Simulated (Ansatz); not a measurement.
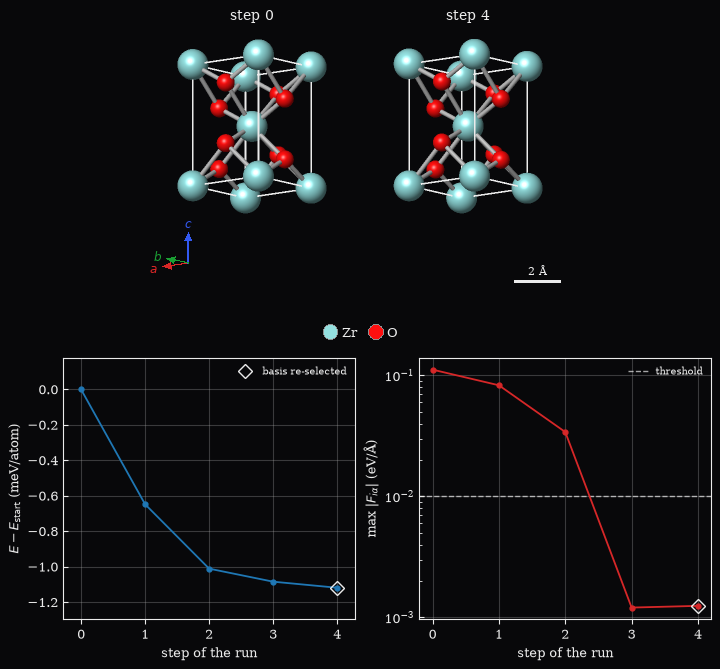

First and last geometry of a relaxation of a crystal of ZrO2 (built on the ZrO2-type type), with the history of the run. The picture is a ball-and-stick view of the cell of the calculation, seen from a free direction.

Case: volume × 1.040.

Theory: DFT PBE, scalar-relativistic, plane waves, PAW (Ansatz 0.2.0).

The input:
```yaml
crystal:
  lattice:
    - [3.6615491113, 0.0, 0.0]
    - [0.0, 3.6615491113, 0.0]
    - [0.0, 0.0, 5.3730722716]
  atoms:
    - { symbol: Zr, position: [0.0, 0.0, 0.0] }
    - { symbol: Zr, position: [0.5, 0.5, 0.5] }
    - { symbol: O, position: [0.0, 0.5, 0.1882071168] }
    - { symbol: O, position: [0.0, 0.5, 0.6882071168] }
    - { symbol: O, position: [0.5, 0.0, 0.3117928832] }
    - { symbol: O, position: [0.5, 0.0, 0.8117928832] }
basis:
  ecutwfc: 420
  ecutrho_ratio: 4
kpoints:
  mp_grid: { grid: [8, 8, 6] }
hamiltonian:
  xc: pbe
scf:
  occupations: { method: gaussian, width: 0.05 }
output:
  forces: true
  stress: true
  eigenvalues: true
  write_density: true
  write_potential: true
  elf: true
  volumetric_format: npy
relax:
  f_tol: 0.01
  max_steps: 40
  cell: { stress_tol: 0.1, fix: [volume] }
```

Run as
```bash
ansatz run input.yaml --threads 4 --pin off --max-ram 7168MiB --backend cpu --events-out ev --progress --plain --runs-dir out
```

**Did the run converge, and what did it change?**

It converged. After 3 accepted moves (4 points after the start) the energy has fallen by 1.1 meV per atom. The largest force component goes from 0.11 to 0.0012 eV/Å. The pressure goes from −6.86 to −5.39 GPa. At 1 point the geometry stayed and the basis and grid were re-selected for the new cell (energy shift of less than 0.05 meV per atom at most each time). The largest moves relative to the cell, 0.025 Å, are those of O3, O4, O5 and O6. O4 goes along −c. Zr stays in place. The drawn cell changes at constant volume: a = b 3.662 → 3.653 Å (−0.2 %), c 5.373 → 5.398 Å (+0.5 %). Some distances before and after: Zr1–O4 2.482 → 2.500 Å, Zr1–O3 2.091 → 2.078 Å. The space group stays P4_2/nmc (No. 137).
